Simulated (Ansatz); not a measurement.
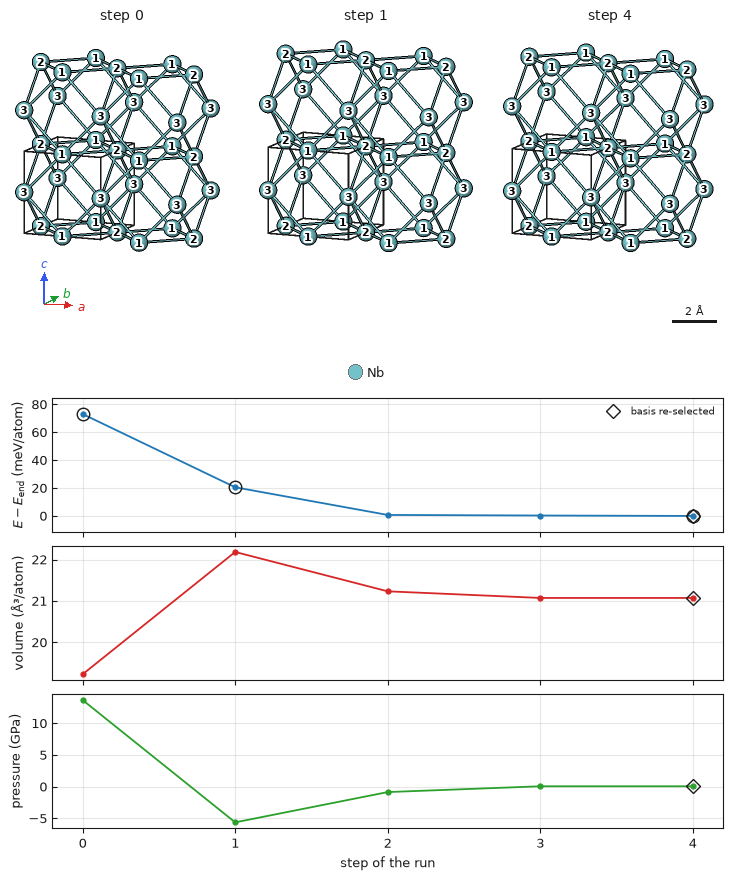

Frames of a relaxation of crystalline Nb (a generated structure, set up in Pm-3m) (coarse preliminary run), marked on the history of the run. A ball-and-stick model of the cell of the calculation, repeated 2 × 1 × 2 with one cell outlined, seen slightly off an axis.

The calculation used Ansatz 0.2.0, DFT PBE, scalar-relativistic, plane waves, PAW. Set-up: plane-wave cutoff 420 eV; k-point mesh 4 × 4 × 4; occupations gaussian; smearing width 0.1 eV; no spin polarisation; cell and atoms relaxed; force threshold 0.04 eV/Å; at most 70 steps.

**Describe the path.**

The atoms keep their places relative to the cell (all moves are under 0.005 Å). Cell: a = b = c 3.864 → 3.984 Å (+3.1 %). Volume +9.6 %. Near-neighbour distances that change, for instance: Nb1–Nb2 2.732 → 2.817 Å. The space group stays Pm-3m (No. 221). After 3 accepted moves (4 points after the start) the energy has fallen by 73.1 meV per atom. All forces vanish by symmetry, so only the cell relaxes. Pressure: 13.66 GPa at the start and 0.07 GPa at the end. At 1 point the geometry stayed and the basis and grid were re-selected for the new cell (energy shift of 0.3 meV per atom at most each time). From step 0 to 1: volume +15.3 %, energy −52.5 meV per atom. From step 1 to 4: volume −5.0 %, energy −20.6 meV per atom.

```csv
step,"E − E(0), meV/atom","pressure, GPa","volume, Å³/atom",note
0,0.00,13.66,19.231,
1,-52.52,-5.62,22.183,
2,-72.35,-0.85,21.233,
3,-72.77,0.07,21.073,
4,-73.08,0.07,21.073,"same geometry, new basis"
```

Limits of the set-up: the k-point mesh is coarse for a cell with partly filled bands.
